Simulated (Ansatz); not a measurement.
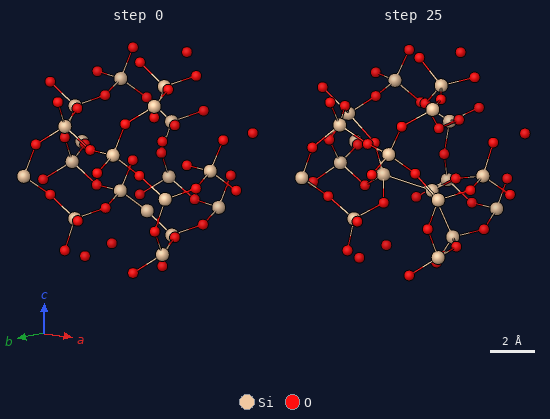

The structure of a defect cell of composition Si₂₄O₄₈ before (left) and after (right) a relaxation, at one scale.

The picture is a ball-and-stick view of the atoms within 5.8 Å of the atom that moves most (axes of the cell of the calculation (origin shifted)), seen from a free direction.

Theory: DFT, PBEsol, PAW, plane waves (Ansatz 0.2.0). Set-up: plane-wave cutoff 420 eV; k-point mesh 1 × 1 × 1; mesh shifted by (0.25, 0.25, 0.25); no spin polarisation; atoms relaxed in a fixed cell; force threshold 0.03 eV/Å; at most 80 steps.

Question: Describe what moved and what it gained.

Answer: Over 25 geometry steps the energy falls by 21.857 eV per cell of the calculation. The largest force component goes from 22 to 0.014 eV/Å. The largest move is that of an O atom, 1.70 Å along [−2 1 1]. By element the largest moves are O 1.70 Å, Si 1.40 Å. The lattice vectors keep their values. Some distances before and after: O–Si 3.464 → 1.616 Å, O–Si 3.640 → 1.871 Å, O–O 1.640 → 3.005 Å, O–O 1.660 → 2.495 Å. New bonds form: O–Si (3.46 → 1.62 Å), O–Si (3.64 → 1.87 Å). Bond angles that change, for instance: Si–Si–O 108.9° → 73.1°, Si–O–Si 143.4° → 118.7°, Si–O–Si 142.7° → 166.0°. The run took 4.7 min on 7 threads of Arm Neoverse-V2, peak memory 1.8 GiB.
